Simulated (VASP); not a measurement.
## Sn$_{2}$Ge: geometry relaxation (part 2 of 3)

Continued. System: Sn$_{2}$Ge (P-3m1, 6 atoms in the cell). Method: Kohn-Sham DFT of a periodic cell, PBE, VASP PAW PBE potentials, recommended, no spin polarisation (VASP 6.6.1); cutoff 520 eV, 8×8×4 k-mesh, Gaussian smearing of 0.1 eV. The structure was built on a prototype by a generator; it need not be a known phase.

Geometry of the input (Å; fractional positions):
```
4.5231  0.0000  0.0000
-2.2616  3.9171  0.0000
0.0000  0.0000  10.9050
Sn 0.3333  0.6667  0.8127
Sn 0.6667  0.3333  0.1873
Sn 0.3333  0.6667  0.5486
Sn 0.6667  0.3333  0.4514
Ge 0.0000  0.0000  0.8856
Ge 0.0000  0.0000  0.1144
```

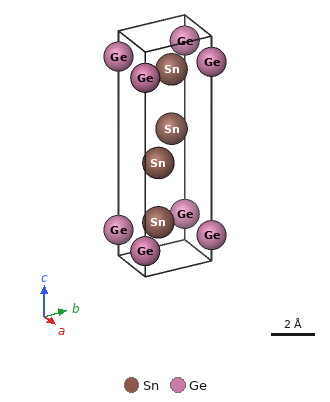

The input geometry (spheres-only view of the cell of the calculation, seen slightly off an axis). An atom can appear more than once, as a periodic image.

## Parts of OUTCAR, continued
```
   k-points           NKPTS =     35   k-points in BZ     NKDIM =     35   number of bands    NBANDS=     50
   number of dos      NEDOS =    301   number of ions     NIONS =      6
   total plane-waves  NPLWV = 108864
   dimension x,y,z NGX =    36 NGY =   36 NGZ =   84
   dimension x,y,z NGXF=    72 NGYF=   72 NGZF=  168
   ions per type =               4   2
   NGX,Y,Z   is equivalent  to a cutoff of  13.23, 13.23, 12.81 a.u.
   NGXF,Y,Z  is equivalent  to a cutoff of  26.46, 26.46, 25.61 a.u.
 SYSTEM =  unknown system
   PREC   = accura    normal or accurate (medium, high low for compatibility)
   ISTART =      0    job   : 0-new  1-cont  2-samecut
   ICHARG =      2    charge: 1-file 2-atom 10-const
   ISPIN  =      1    spin polarized calculation?
   LNONCOLLINEAR =      F non collinear calculations
   LSORBIT =      F    spin-orbit coupling
   LASPH  =      T    aspherical Exc in radial PAW
   ENCUT  =  520.0 eV  38.22 Ry    6.18 a.u.   8.41  8.41 20.28*2*pi/ulx,y,z
   NELM   =    120;   NELMIN=  2; NELMDL= -5     # of ELM steps
   EDIFF  = 0.1E-05   stopping-criterion for ELM
   LREAL  =      F    real-space projection
   EDIFFG = -.1E-01   stopping-criterion for IOM
   NSW    =     90    number of steps for IOM
   IBRION =      2    ionic relax: 0-MD 1-quasi-New 2-CG
   NFREE  =      1    steps in history (QN), initial steepest desc. (CG)
   ISIF   =      3    stress and relaxation
   ISYM   =      2    0-nonsym 1-usesym 2-fastsym
   POTIM  = 0.5000    time-step for ionic-motion
   TEBEG  =    0.0;   TEEND  =   0.0 temperature during run
   PSTRESS=    0.0 pullay stress
   NELECT =      84.0000    total number of electrons
   NUPDOWN=      -1.0000    fix difference up-down
   EMIN   =  10.00;   EMAX   =-10.00  energy-range for DOS
   EFERMI =   0.00;   METHOD = LEGACY
   ISMEAR =     0;   SIGMA  =   0.10  broadening in eV -4-tet -1-fermi 0-gaus
   EFERMI_NEDOS =   21; number of points for ismear=-14 and -15
   IALGO  =     38    algorithm
   IMIX   =      4    mixing-type and parameters
     AMIX     =   0.40;   BMIX     =  1.00
     AMIX_MAG =   1.60;   BMIX_MAG =  1.00
  volume/ion in A,a.u.               =      32.20       217.31
  Fermi-wavevector in a.u.,A,eV,Ry     =   1.240198  2.343634 20.926998  1.538091
  Thomas-Fermi vector in A             =   2.374649
   LORBIT       =      0    0 simple, 1 ext, 2 COOP (PROOUT), +10 PAW based schemes
   GGA     = PE    functional components
   LHFCALC =     F    Hartree Fock is set to
   AEXX    =    0.0000 exact exchange contribution
   IVDW    =     0    specifies the selected vdW correction
   LEPSILON=     F    determine dielectric tensor
   LRPA    =     F    only Hartree local field effects (RPA)
 conjugate gradient relaxation of ions
 non-spin polarized calculation
 Gauss-broadening in eV      SIGMA  =   0.10
  energy-cutoff  :      520.00
  volume of cell :      193.21
 maximum number of plane-waves:      5248
 NGX is ok and might be reduce to    36
   NGX = 17   NGY = 17   NGZ = 41

--------------------------------------- Ionic step        1  -------------------------------------------

 number of electron      84.0000027 magnetization

 Free energy of the ion-electron system (eV)
  ---------------------------------------------------
  ext. energy  EPLUGINS =         0.00000000
  ---------------------------------------------------
  free energy    TOTEN  =       -24.18999373 eV

  energy without entropy =      -24.18751043  energy(sigma->0) =      -24.18875208

------------------------ aborting loop because EDIFF is reached ----------------------------------------

  FORCE on cell =-STRESS in cart. coord.  units (eV):
  Direction    XX          YY          ZZ          XY          YZ          ZX
  --------------------------------------------------------------------------------------
  -------------------------------------------------------------------------------------
  Total       -0.2235741     -0.2235741      0.6675962      0.0000000     -0.0000000      0.0000000
  in kB       -1.8539644     -1.8539644      5.5359696      0.0000000     -0.0000000      0.0000000
  external PRESSURE =       0.6093469 kB  Pullay stress =       0.0000000 kB

 VOLUME and BASIS-vectors are now :
 -----------------------------------------------------------------------------
  energy-cutoff  :      520.00
  volume of cell :      193.21
      direct lattice vectors                 reciprocal lattice vectors
     4.523110760  0.000000000  0.000000000     0.221086781  0.127644513  0.000000000
    -2.261555380  3.917128830  0.000000000     0.000000000  0.255289025  0.000000000
     0.000000000  0.000000000 10.905000000     0.000000000  0.000000000  0.091701055

 POSITION                                       TOTAL-FORCE (eV/Angst)
 -----------------------------------------------------------------------------------
     -0.00000      2.61142      8.86300         0.000000      0.000000     -0.216368
      2.26156      1.30571      2.04200        -0.000000     -0.000000      0.216368
     -0.00000      2.61142      5.98200         0.000000      0.000000      0.033301
      2.26156      1.30571      4.92300         0.000000      0.000000     -0.033301
      0.00000      0.00000      9.65700        -0.000000      0.000000      0.077131
      0.00000      0.00000      1.24800         0.000000     -0.000000     -0.077131
 -----------------------------------------------------------------------------------
    total drift:                                0.000000      0.000000      0.000000

  FREE ENERGIE OF THE ION-ELECTRON SYSTEM (eV)
  ---------------------------------------------------
  free  energy   TOTEN  =       -24.1899937315 eV

  energy  without entropy=      -24.1875104333  energy(sigma->0) =      -24.18875208

--------------------------------------- Ionic step        2  -------------------------------------------

 number of electron      84.0000032 magnetization

------------------------ aborting loop because EDIFF is reached ----------------------------------------

  FORCE on cell =-STRESS in cart. coord.  units (eV):
  Direction    XX          YY          ZZ          XY          YZ          ZX
  --------------------------------------------------------------------------------------
  -------------------------------------------------------------------------------------
  Total       -0.1420509     -0.1420509      0.2847171      0.0000000      0.0000000      0.0000000
  in kB       -1.1758763     -1.1758763      2.3568463      0.0000000      0.0000000      0.0000000
  external PRESSURE =       0.0016979 kB  Pullay stress =       0.0000000 kB

 VOLUME and BASIS-vectors are now :
 -----------------------------------------------------------------------------
  energy-cutoff  :      520.00
  volume of cell :      193.55
      direct lattice vectors                 reciprocal lattice vectors
     4.514979858 -0.000000000  0.000000000     0.221484930  0.127874384  0.000000000
    -2.257489929  3.910087262  0.000000000     0.000000000  0.255748768  0.000000000
     0.000000000 -0.000000000 10.963535519    -0.000000000 -0.000000000  0.091211453

 POSITION                                       TOTAL-FORCE (eV/Angst)
 -----------------------------------------------------------------------------------
     -0.00000      2.60672      8.90008         0.000000      0.000000     -0.166441
      2.25749      1.30336      2.06346        -0.000000     -0.000000      0.166441
     -0.00000      2.60672      6.01573        -0.000000     -0.000000      0.038934
      2.25749      1.30336      4.94781         0.000000      0.000000     -0.038934
      4.51498     -0.00000      9.71258        -0.000000     -0.000000      0.063831
      2.25749      3.91009      1.25096         0.000000      0.000000     -0.063831
 -----------------------------------------------------------------------------------
    total drift:                                0.000000     -0.000000      0.000000

  FREE ENERGIE OF THE ION-ELECTRON SYSTEM (eV)
  ---------------------------------------------------
  free  energy   TOTEN  =       -24.1978162448 eV

  energy  without entropy=      -24.1954482974  energy(sigma->0) =      -24.19663227

--------------------------------------- Ionic step        3  -------------------------------------------

 number of electron      84.0000029 magnetization

------------------------ aborting loop because EDIFF is reached ----------------------------------------

  FORCE on cell =-STRESS in cart. coord.  units (eV):
  Direction    XX          YY          ZZ          XY          YZ          ZX
  --------------------------------------------------------------------------------------
  -------------------------------------------------------------------------------------
  Total        0.0193951      0.0193951     -0.5265546      0.0000000     -0.0000000      0.0000000
  in kB        0.1599897      0.1599897     -4.3435318      0.0000000     -0.0000000      0.0000000
  external PRESSURE =      -1.3411842 kB  Pullay stress =       0.0000000 kB

 VOLUME and BASIS-vectors are now :
 -----------------------------------------------------------------------------
  energy-cutoff  :      520.00
  volume of cell :      194.23
      direct lattice vectors                 reciprocal lattice vectors
     4.498277009 -0.000000000  0.000000000     0.222307341  0.128349203  0.000000000
    -2.249138504  3.895622170  0.000000000     0.000000000  0.256698406  0.000000000
     0.000000000 -0.000000000 11.083781708    -0.000000000 -0.000000000  0.090221914

 POSITION                                       TOTAL-FORCE (eV/Angst)
 -----------------------------------------------------------------------------------
     -0.00000      2.59708      8.97602         0.000000      0.000000     -0.063163
      2.24914      1.29854      2.10776         0.000000     -0.000000      0.063163
     -0.00000      2.59708      6.08504        -0.000000     -0.000000      0.048230
      2.24914      1.29854      4.99874        -0.000000      0.000000     -0.048230
     -0.00000     -0.00000      9.82683        -0.000000     -0.000000      0.030450
      0.00000     -0.00000      1.25695        -0.000000      0.000000     -0.030450
 -----------------------------------------------------------------------------------
    total drift:                                0.000000      0.000000      0.000000

  FREE ENERGIE OF THE ION-ELECTRON SYSTEM (eV)
  ---------------------------------------------------
  free  energy   TOTEN  =       -24.2027289343 eV

  energy  without entropy=      -24.2002992261  energy(sigma->0) =      -24.20151408

[... ionic steps 4 to 7 ...]

--------------------------------------- Ionic step        8  -------------------------------------------

 number of electron      84.0000031 magnetization

------------------------ aborting loop because EDIFF is reached ----------------------------------------

  FORCE on cell =-STRESS in cart. coord.  units (eV):
  Direction    XX          YY          ZZ          XY          YZ          ZX
  --------------------------------------------------------------------------------------
  -------------------------------------------------------------------------------------
  Total       -0.0289128     -0.0289128     -0.0008934     -0.0000000     -0.0000000      0.0000000
  in kB       -0.2392447     -0.2392447     -0.0073928     -0.0000000     -0.0000000      0.0000000
  external PRESSURE =      -0.1619607 kB  Pullay stress =       0.0000000 kB

 VOLUME and BASIS-vectors are now :
 -----------------------------------------------------------------------------
  energy-cutoff  :      520.00
  volume of cell :      193.62
      direct lattice vectors                 reciprocal lattice vectors
     4.499506643 -0.000000000  0.000000000     0.222246588  0.128314127  0.000000000
    -2.249753322  3.896687065 -0.000000000     0.000000000  0.256628255  0.000000000
    -0.000000000 -0.000000000 11.043291306    -0.000000000  0.000000000  0.090552714

 POSITION                                       TOTAL-FORCE (eV/Angst)
 -----------------------------------------------------------------------------------
     -0.00000      2.59779      8.93952         0.000000     -0.000000      0.001556
      2.24975      1.29890      2.10377        -0.000000      0.000000     -0.001556
     -0.00000      2.59779      6.06455         0.000000      0.000000     -0.015407
      2.24975      1.29890      4.97874        -0.000000     -0.000000      0.015407
     -0.00000     -0.00000      9.79084         0.000000      0.000000     -0.014309
     -0.00000     -0.00000      1.25245        -0.000000     -0.000000      0.014309
 -----------------------------------------------------------------------------------
    total drift:                                0.000000      0.000000      0.000000

  FREE ENERGIE OF THE ION-ELECTRON SYSTEM (eV)
  ---------------------------------------------------
  free  energy   TOTEN  =       -24.2040686761 eV

  energy  without entropy=      -24.2016123737  energy(sigma->0) =      -24.20284052

--------------------------------------- Ionic step        9  -------------------------------------------

 number of electron      84.0000031 magnetization

------------------------ aborting loop because EDIFF is reached ----------------------------------------

  FORCE on cell =-STRESS in cart. coord.  units (eV):
  Direction    XX          YY          ZZ          XY          YZ          ZX
  --------------------------------------------------------------------------------------
  -------------------------------------------------------------------------------------
  Total       -0.0509163     -0.0509164     -0.0219162      0.0000000      0.0000000      0.0000000
  in kB       -0.4212768     -0.4212768     -0.1813325      0.0000000      0.0000000      0.0000000
  external PRESSURE =      -0.3412953 kB  Pullay stress =       0.0000000 kB

 VOLUME and BASIS-vectors are now :
 -----------------------------------------------------------------------------
  energy-cutoff  :      520.00
  volume of cell :      193.64
      direct lattice vectors                 reciprocal lattice vectors
     4.499762034 -0.000000000  0.000000000     0.222233974  0.128306845  0.000000000
    -2.249881017  3.896908240 -0.000000000     0.000000000  0.256613689  0.000000000
    -0.000000000 -0.000000000 11.043089469    -0.000000000  0.000000000  0.090554369

 POSITION                                       TOTAL-FORCE (eV/Angst)
 -----------------------------------------------------------------------------------
     -0.00000      2.59794      8.93912         0.000000     -0.000000      0.002908
      2.24988      1.29897      2.10397        -0.000000      0.000000     -0.002908
     -0.00000      2.59794      6.06442         0.000000      0.000000     -0.016810
      2.24988      1.29897      4.97867        -0.000000     -0.000000      0.016810
     -0.00000     -0.00000      9.79042        -0.000000      0.000000     -0.011074
     -0.00000     -0.00000      1.25266         0.000000     -0.000000      0.011074
 -----------------------------------------------------------------------------------
    total drift:                               -0.000000      0.000000      0.000000

  FREE ENERGIE OF THE ION-ELECTRON SYSTEM (eV)
  ---------------------------------------------------
  free  energy   TOTEN  =       -24.2040709151 eV

  energy  without entropy=      -24.2016140141  energy(sigma->0) =      -24.20284246
```
